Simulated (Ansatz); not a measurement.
## Single-point calculation of W

W (slab, 12 atoms in the cell), computed with DFT PBE+D3(BJ), scalar-relativistic, plane waves, PAW, no spin polarisation (Ansatz 0.2.0).

The structure derives from an entry of the Crystallography Open Database. It belongs to a series of runs on one base structure; here: the slab at its places in the relaxed adsorbed structure. Figures and captions count atoms from 1; the log counts them from 0 in places.

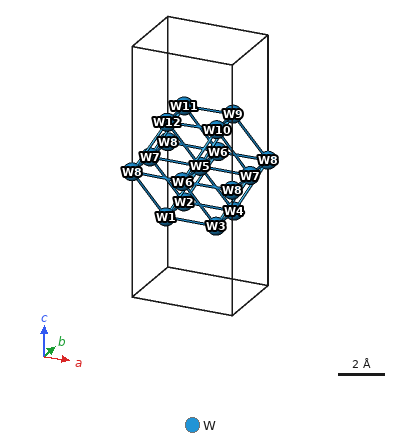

*The structure (ball-and-stick view of the cell of the calculation, with the vacuum cut short, seen slightly off an axis; atoms are numbered from 1 in the order of the input). An atom can appear more than once, as a periodic image.*

Near neighbours in the periodic cell (some may lie outside the picture): W has 6 W at 2.65 to 2.82 Å; W has 8 W at 2.65 to 2.76 Å.

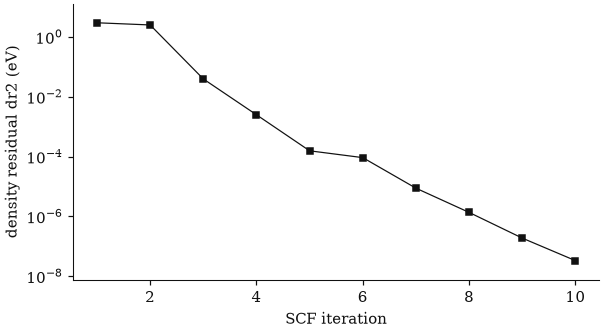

*Convergence of the self-consistent field: density residual dr2 against the SCF iteration.*

The residual falls at every step.

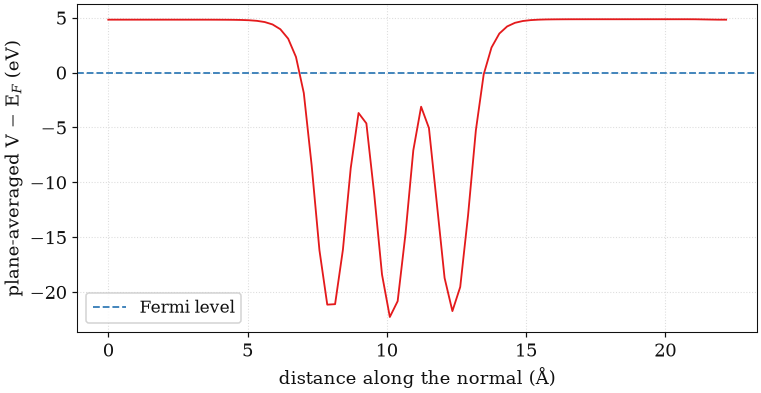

*Plane average of the electrostatic potential energy of an electron across the cell, from the Fermi level.*

The vacuum level lies 4.85 eV above the Fermi level on the upper side and 4.82 eV on the lower.

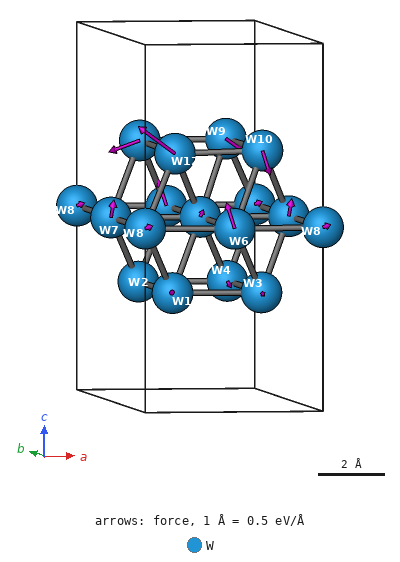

*Forces on the atoms as pink arrows (ball-and-stick view of the cell of the calculation, with the vacuum cut short, seen slightly off an axis; atoms are numbered from 1 in the order of the input); the smallest are left out.*

The largest act on W9 (0.94 eV/Å); W12 (0.75 eV/Å); W11 (0.54 eV/Å); W6 (0.44 eV/Å), among others. The geometry is not a stationary point of this energy.

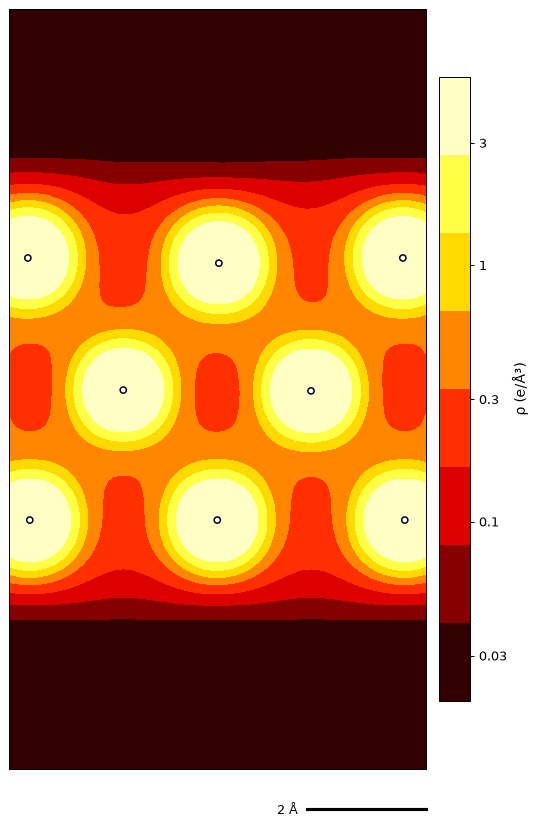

*Valence charge density (pseudo) on the (11̄0) plane of the calculation cell, a cut from vacuum to vacuum. Circles mark the nuclei in the plane (W).*

The section cuts through W sites. W–W (2.65 Å): ρ is about 0.49 e/Å³ halfway. W–W (2.69 Å): ρ is about 0.46 e/Å³ halfway. W–W (2.72 Å): ρ at the midpoint is about 0.44 e/Å³. The density dies away to nearly zero in the vacuum. The fields are those of the smooth PAW valence density.

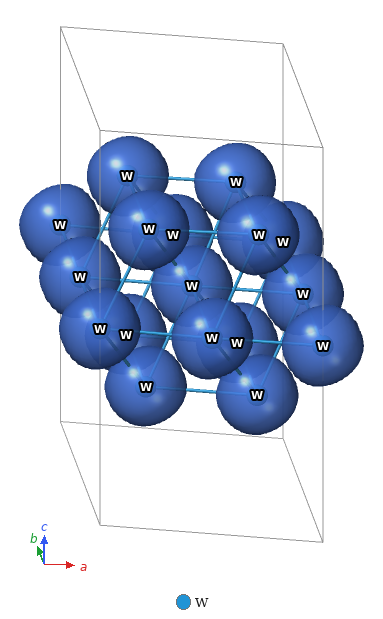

*Isosurface of the valence electron density at 0.8 e/Å³ (blue), seen at an oblique angle. Sticks mark near contacts.*

At this value the density breaks into separate islands; it holds about 65 % of the electrons treated as valence (semicore included). It is pinched off along the W–W (2.65 Å), W–W (2.69 Å), W–W (2.74 Å) and W–W (2.78 Å) contacts. On the grid the lowest density along these lines, outside the cores, is 0.5 e/Å³ (W–W, 2.65 Å), 0.47 e/Å³ (W–W, 2.69 Å), 0.43 e/Å³ (W–W, 2.74 Å) and 0.4 e/Å³ (W–W, 2.78 Å).

The input and output of the run follow.

Input file:
```yaml
crystal:
  lattice:
    - [5.4721979736, 0.0, 0.0]
    - [-1.8240659912, 5.1592377269, 0.0]
    - [0.0, 0.0, 22.4680309356]
  atoms:
    - { symbol: W, position: [0.25, 0.25, 0.3560614645] }
    - { symbol: W, position: [0.25, 0.75, 0.3560614645] }
    - { symbol: W, position: [0.75, 0.25, 0.3560614645] }
    - { symbol: W, position: [0.75, 0.75, 0.3560614645] }
    - { symbol: W, position: [0.5014552864, 0.4984383313, 0.4529325027] }
    - { symbol: W, position: [0.5031591192, -0.0024351388, 0.4523341227] }
    - { symbol: W, position: [0.0002813974, 0.5003527367, 0.4529485218] }
    - { symbol: W, position: [-8.15301e-05, -0.0013368, 0.4535505348] }
    - { symbol: W, position: [0.7415092952, 0.7482273132, 0.5526124185] }
    - { symbol: W, position: [0.7560725216, 0.2511041003, 0.5519966655] }
    - { symbol: W, position: [0.2556164712, 0.7441278933, 0.5511916678] }
    - { symbol: W, position: [0.2623017634, 0.2460789875, 0.5487195366] }
basis:
  ecutwfc: 420
kpoints:
  mp_grid: { grid: [4, 4, 1] }
hamiltonian:
  xc: pbe
  dispersion: d3bj
scf:
  occupations: { method: gaussian, width: 0.1 }
output:
  forces: true
  eigenvalues: true
  write_density: true
  volumetric_format: npy
efield:
  axis: 3
  dipole_correction: true
  ramp_width: 0.04
```

Run as:
```bash
ansatz run input.yaml --threads 4 --pin off --max-ram 10240MiB --backend cpu --events-out ev --progress --plain --runs-dir out
```

Log:
```
Engine: ansatz 0.2.0, x86_64-unknown-linux-gnu
Pseudopotentials: kind: paw
Pseudopotential: W, paw, valence charge 14, recommended cutoff 420 eV (normal), W.paw.azcp
Functional definition: PBE
  parameter kappa = 0.804
  parameter beta = 0.06672455060314922
  exchange = pbe_x(kappa = kappa, mu = beta*pi^2/3)
  correlation = pbe_c(beta = beta)
Crystal: 12 atoms, lattice volume = 634.326 Å³
Basis set: ecut = 420 eV, 12395 PW (Γ), exchange–correlation on 80×80×320 points (8 copies of the dense FFT grid, shifted against one another)
Bands: 101, of which v1, the nominal top of the filled ones, is band 84 counted from 1 (83 counted from 0)
Symmetry: 1 space group operations
Space group: P1 (ITA 1), of the structure as read, at distance tolerance 8.6e-5 Å
k-points: 10 of 16 (time reversal used)
Non-local potential: W, projectors of the file, l = 0: 3, l = 1: 2, l = 2: 2, l = 3: 1
PAW form: soft (Blöchl's): semilocal exchange-correlation on the pseudo side does not see the compensation charge
PAW one-centre angular grid: W, 590 points (default); XC on 64 Gauss nodes
Initial density: superposition of atomic densities (neutral atoms: chi_scale 0, normalization atom), corrected by the library's trained network
Initial wavefunctions: pseudopotential atomic-orbital guess
Functional: x = pbe(κ = 0.804, μ = 0.2195149727645171), c = pbe(β = 0.06672455060314922)
SCF iter   1: F=—  HF=-124611.554016 eV  |F-HF|=—  |Δ(HF+E_count)|=         —  Δρ=8.86e-3  dr2=2.98e0  ethr=1.77e-3  p=-0.003 e·Å  D=-8.78e-4 V/Å  ΔV_dip=0.02 eV  dr2_dipole=1.24e-3  V_vac-E_F(+/−)=5.15/5.13 eV  ⟨swp⟩=9.5  Hψ=5052  notcnv=0
efield: sawtooth ramp at fractional position 0.9343 (placed from the atoms, in the widest stretch of the axis that holds none; the zero of the levels goes with the place), width 0.0400; the density the first Hamiltonian is built on has a dipole p = -0.003 e·Å; the dipole correction subtracts the counter field D = -8.78e-4 V/Å, which shifts the + side's vacuum level by +0.02 eV against the − side's; the planar-averaged density in the ramp window peaks in size at 5.8e-6 e/Å³
preconditioner: auto → LDOS  [metal: Δε(μ)=0.091 eV  Ē_g=4.425 eV  σ=0.100 eV  W_gap=0.47  n_scr=102 (ndim 8)  ℏωp=12.5 eV  f_vac=0.614  D(μ)=11.82/eV (n_scr^D=66)  β→1.0]
SCF iter   2: F=—  HF=-124611.533151 eV  |F-HF|=—  |Δ(HF+E_count)|=   2.09e-2  Δρ=8.79e-3  dr2=2.52e0  ethr=1.77e-3  p=-0.007 e·Å  D=-2.07e-3 V/Å  ΔV_dip=0.05 eV  dr2_dipole=1.15e-5  V_vac-E_F(+/−)=4.86/4.82 eV  ⟨swp⟩=3.3  Hψ=1611  notcnv=0  defer=84
SCF iter   3: F=—  HF=-124611.324844 eV  |F-HF|=—  |Δ(HF+E_count)|=   2.08e-1  Δρ=1.50e-3  dr2=3.95e-2  ethr=1.50e-3  p=-0.006 e·Å  D=-1.74e-3 V/Å  ΔV_dip=0.04 eV  dr2_dipole=5.20e-5  V_vac-E_F(+/−)=4.91/4.87 eV  ⟨swp⟩=2.0  Hψ=1286  notcnv=0  defer=84
SCF iter   4: F=—  HF=-124611.326778 eV  |F-HF|=—  |Δ(HF+E_count)|=   1.93e-3  Δρ=3.74e-4  dr2=2.50e-3  ethr=2.35e-5  p=-0.006 e·Å  D=-1.78e-3 V/Å  ΔV_dip=0.04 eV  dr2_dipole=1.36e-5  V_vac-E_F(+/−)=4.89/4.85 eV  ⟨swp⟩=2.8  Hψ=1831  notcnv=0  defer=76
SCF iter   5: F=—  HF=-124611.326697 eV  |F-HF|=—  |Δ(HF+E_count)|=   8.11e-5  Δρ=1.33e-4  dr2=1.56e-4  ethr=1.49e-6  p=-0.006 e·Å  D=-1.77e-3 V/Å  ΔV_dip=0.04 eV  dr2_dipole=4.89e-6  V_vac-E_F(+/−)=4.87/4.83 eV  ⟨swp⟩=2.6  Hψ=1696  notcnv=0  defer=76
SCF iter   6: F=—  HF=-124611.326774 eV  |F-HF|=—  |Δ(HF+E_count)|=   7.74e-5  Δρ=7.82e-5  dr2=9.23e-5  ethr=9.26e-8  p=-0.006 e·Å  D=-1.76e-3 V/Å  ΔV_dip=0.04 eV  dr2_dipole=6.43e-7  V_vac-E_F(+/−)=4.86/4.82 eV  ⟨swp⟩=2.6  Hψ=1821  notcnv=0  defer=76
SCF iter   7: F=—  HF=-124611.326300 eV  |F-HF|=—  |Δ(HF+E_count)|=   4.75e-4  Δρ=2.83e-5  dr2=8.78e-6  ethr=5.49e-8  p=-0.006 e·Å  D=-1.74e-3 V/Å  ΔV_dip=0.04 eV  dr2_dipole=1.93e-7  V_vac-E_F(+/−)=4.86/4.82 eV  ⟨swp⟩=2.3  Hψ=1531  notcnv=0  defer=76
SCF iter   8: F=—  HF=-124611.326302 eV  |F-HF|=—  |Δ(HF+E_count)|=   2.53e-6  Δρ=1.10e-5  dr2=1.36e-6  ethr=5.23e-9  p=-0.006 e·Å  D=-1.73e-3 V/Å  ΔV_dip=0.04 eV  dr2_dipole=3.78e-8  V_vac-E_F(+/−)=4.86/4.82 eV  ⟨swp⟩=3.1  Hψ=1771  notcnv=0  defer=76
SCF iter   9: F=—  HF=-124611.326304 eV  |F-HF|=—  |Δ(HF+E_count)|=   1.34e-6  Δρ=4.53e-6  dr2=1.88e-7  ethr=8.09e-10  p=-0.006 e·Å  D=-1.73e-3 V/Å  ΔV_dip=0.04 eV  dr2_dipole=4.41e-9  V_vac-E_F(+/−)=4.85/4.82 eV  ⟨swp⟩=2.3  Hψ=1495  notcnv=0  defer=77
SCF iter  10: F=-124611.326304 eV  HF=-124611.326304 eV  |F-HF|=5.47e-8  |Δ(HF+E_count)|=   3.65e-8  Δρ=1.91e-6  dr2=3.32e-8  ethr=5.95e-11  p=-0.006 e·Å  D=-1.72e-3 V/Å  ΔV_dip=0.04 eV  dr2_dipole=9.08e-10  V_vac-E_F(+/−)=4.85/4.82 eV  ⟨swp⟩=15.0  Hψ=4979  notcnv=0
SCF 1 converged in 10 iterations: F = -124611.326304 eV  dr2 = 3.32e-8
  greatest PAW one-centre occupation: 1.000 electrons in one spin orbital (limit 2), on the W atom at site 11 (counted from 0), in its partial waves of l = 0
SCF converged after 10 iterations
Free energy (F): -124611.326304 eV
Harris-Foulkes:  -124611.326304 eV  (|F-HF|=5.47e-8)
Internal energy: -124611.259966 eV  (E = F + TS)
E sigma→0 (E₀):  -124611.293135 eV
Entropy (-TS):   -0.066338 eV (-5.528 meV/atom)
Fermi energy:    3.447484 eV
Dipole field:    D = -0.001746 V/Å  (p = -0.006122 e·Å, saw-weighted, corrected)
Work function:   Φ+ = 4.8544 eV   Φ− = 4.8151 eV
Levels:          The Fermi level and band energies are counted from a zero that moves with the ramp; work functions are not
--- Per-component energies (eV) ---
  E_band       = -4145.942230
  E_kinetic    = 5375.902980
  E_local      = -181070.399445  (includes V_loc(G=0)·N_el)
  E_nonlocal   = 16.539739
  E_hartree    = 87938.154470
  E_xc         = -3187.603783
  E_vxc        = -2844.708172  (∫ρ·V_xc dr)
  E_paw        = -102750.368114  (= ΣΔE_a)
  E_vpaw       = -1499.553994  (= ΣTr[D̂ρ^β])
  E_aug_tail   = -0.000708  (compensation charges beyond the density's cutoff)
  E_efield     = 0.000005  (sawtooth field / dipole correction)
  E_vefield    = -0.006313  (∫n·V_field dr)
  E_ewald      = 69071.795498
  E_disp       = -5.280610  (pairwise vdW)
  E_smearing   = -0.066338  (= −TS)
  E_closure    = -0.000000  (closes the sum)
  Σ components = -124611.326304   (vs F -124611.326304, Δ=0.00e0)
--- Forces (eV/Å), atoms counted from 1 ---
  atom   1  W     -0.02565268    -0.07395359     0.03037144
  atom   2  W      0.00290310     0.00900553    -0.02912134
  atom   3  W      0.05635806     0.01265760    -0.06740234
  atom   4  W      0.06583624    -0.01930856    -0.11688287
  atom   5  W      0.05457039     0.00573002     0.12164732
  atom   6  W     -0.12822366     0.07600152     0.40871207
  atom   7  W      0.04594402    -0.03420561     0.28985297
  atom   8  W      0.12512334    -0.05507149     0.05216910
  atom   9  W      0.74528458     0.16043275    -0.55445505
  atom  10  W      0.11986818    -0.06576377    -0.38947445
  atom  11  W     -0.48045309     0.13498686    -0.19934614
  atom  12  W     -0.58155794    -0.15050969     0.45399990
  max |Σ_I F_I| component: 7.06e-5 eV/Å
--- Band table (eV; the first three rows and the last of 10) ---
  k-point 0: bands = ["-70.5730", "-70.4864", "-70.4799", "-70.4431", "-70.4169", "-70.3846", "-70.3605", "-70.3374", "-70.3348", "-70.3232", "-70.2799", "-70.2682", "-35.4910", "-35.4841", "-35.4546", "-35.3416", "-35.2562", "-35.2492", "-35.0936", "-35.0410", "-35.0372", "-35.0295", "-35.0174", "-34.9895", "-34.8410", "-34.7292", "-34.7178", "-34.6629", "-34.6583", "-34.6406", "-34.6386", "-34.5573", "-34.5508", "-34.5444", "-34.5237", "-34.3217", "-34.2957", "-34.2918", "-34.2631", "-34.2589", "-34.1779", "-34.1163", "-34.1073", "-34.0891", "-34.0503", "-34.0446", "-33.9894", "-33.9828", "-5.2783", "-3.1447", "-2.5835", "-2.2780", "-2.2697", "-2.2321", "-1.9570", "-1.9468", "-1.6943", "-1.6463", "-0.7852", "-0.7806", "-0.7736", "0.1831", "0.1844", "0.1982", "0.3857", "0.3995", "0.4791", "0.7147", "0.7627", "0.7678", "1.3431", "1.9254", "1.9726", "1.9812", "2.1140", "2.3466", "2.7758", "3.0039", "3.4355", "3.4974", "3.5042", "3.8182", "4.1408", "4.2027", "4.9145", "4.9200", "4.9716", "5.0030", "5.0240", "5.3068", "5.5754", "5.5801", "5.7216", "5.7474", "5.7657", "5.7860", "5.8255", "5.8481", "5.9927", "6.0904", "6.0950"]
  k-point 1: bands = ["-70.5603", "-70.4973", "-70.4769", "-70.4490", "-70.4078", "-70.3768", "-70.3659", "-70.3392", "-70.3335", "-70.3187", "-70.2861", "-70.2767", "-35.4437", "-35.3804", "-35.3686", "-35.2986", "-35.2161", "-35.1881", "-35.0735", "-35.0591", "-35.0233", "-34.9691", "-34.9325", "-34.9037", "-34.8943", "-34.7828", "-34.7598", "-34.7029", "-34.6549", "-34.6376", "-34.6317", "-34.5559", "-34.5253", "-34.5019", "-34.4511", "-34.4080", "-34.3673", "-34.3360", "-34.3102", "-34.2784", "-34.2281", "-34.1936", "-34.1809", "-34.1448", "-34.0959", "-34.0501", "-34.0406", "-34.0322", "-4.7467", "-2.6415", "-2.4588", "-2.0372", "-1.8039", "-1.7922", "-1.7837", "-1.5838", "-1.4433", "-1.2879", "-0.8114", "-0.3041", "-0.1556", "0.2832", "0.3453", "0.4014", "0.4646", "0.4901", "0.5156", "0.5707", "0.9806", "1.1071", "1.3767", "1.4371", "1.5354", "1.5628", "1.9787", "2.2703", "2.6750", "2.7676", "2.8146", "2.9183", "3.1696", "3.3988", "3.4087", "3.5333", "3.6816", "4.1309", "4.1995", "4.5568", "4.9481", "5.0964", "5.1504", "5.1875", "5.4059", "5.4923", "5.5845", "5.6892", "5.7513", "5.8180", "5.8846", "5.9719", "6.0641"]
  k-point 2: bands = ["-70.5301", "-70.5280", "-70.4644", "-70.4620", "-70.3906", "-70.3809", "-70.3607", "-70.3546", "-70.3269", "-70.3011", "-70.2992", "-70.2903", "-35.3525", "-35.3476", "-35.2113", "-35.1918", "-35.1312", "-35.1240", "-35.1021", "-35.0924", "-35.0521", "-35.0370", "-34.8509", "-34.8368", "-34.8133", "-34.7976", "-34.6580", "-34.6514", "-34.6334", "-34.6241", "-34.5684", "-34.5620", "-34.5593", "-34.5471", "-34.5361", "-34.5245", "-34.4246", "-34.4068", "-34.3303", "-34.3278", "-34.3045", "-34.3021", "-34.2797", "-34.2708", "-34.0760", "-34.0649", "-34.0578", "-34.0524", "-3.4809", "-3.4705", "-1.7964", "-1.7902", "-1.1292", "-1.0928", "-1.0188", "-1.0019", "-0.9927", "-0.9715", "-0.6041", "-0.5909", "0.2134", "0.2256", "0.3817", "0.4254", "0.4590", "0.4995", "0.9225", "0.9539", "0.9627", "1.0139", "1.2748", "1.3399", "1.6900", "1.7830", "1.9836", "2.0493", "2.0678", "2.1037", "2.3179", "2.4107", "2.6240", "2.6530", "2.7056", "2.7888", "3.7392", "3.7998", "3.9855", "4.0791", "4.1209", "4.1665", "4.4805", "4.5423", "5.0841", "5.1890", "5.3414", "5.3594", "5.4359", "5.4996", "5.5261", "5.6287", "5.7694"]
  k-point 9: bands = ["-70.5111", "-70.5059", "-70.4864", "-70.4802", "-70.3737", "-70.3695", "-70.3466", "-70.3408", "-70.3292", "-70.3241", "-70.3213", "-70.3008", "-35.2220", "-35.2098", "-35.1796", "-35.1712", "-35.0649", "-35.0573", "-34.9260", "-34.9169", "-34.8534", "-34.8444", "-34.7958", "-34.7895", "-34.7215", "-34.7172", "-34.6935", "-34.6867", "-34.6724", "-34.6468", "-34.5951", "-34.5795", "-34.5506", "-34.5387", "-34.5232", "-34.5152", "-34.4936", "-34.4866", "-34.4396", "-34.4242", "-34.4119", "-34.3896", "-34.3221", "-34.3078", "-34.2927", "-34.2767", "-34.2687", "-34.2596", "-2.9080", "-2.8946", "-1.3981", "-1.3883", "-1.1067", "-1.0893", "-0.8665", "-0.8402", "-0.5186", "-0.5064", "0.2938", "0.3166", "0.4041", "0.4556", "0.5824", "0.6042", "0.6452", "0.6585", "1.0018", "1.0076", "1.5911", "1.6516", "1.7185", "1.7431", "1.8647", "1.8870", "2.1202", "2.1544", "2.4081", "2.4693", "2.4957", "2.5102", "2.5398", "2.6060", "2.8483", "2.8827", "2.9103", "2.9558", "3.3301", "3.3363", "3.9616", "3.9953", "4.2575", "4.3169", "4.4189", "4.4538", "4.4653", "4.5165", "4.7578", "4.7819", "4.8713", "4.9289", "5.1768"]
```

Key numbers:

```tsv
quantity	value
outcome	converged
electrons treated	168
free energy	−124611.3263 eV
work function, top face	4.85 eV
work function, bottom face	4.82 eV
Fermi energy	3.447 eV
gap on the k-point mesh	none (metallic)
work function (upper face)	4.85 eV
largest force (length of the vector)	0.943 eV/Å
hardware	4 threads of Intel Xeon (Granite Rapids), 32 GiB of memory available, shared host
wall time	7.9 s (CPU time 30 s)
peak memory	1.6 GiB
```

Notes:

Spin–orbit coupling is left out, which matters for W.
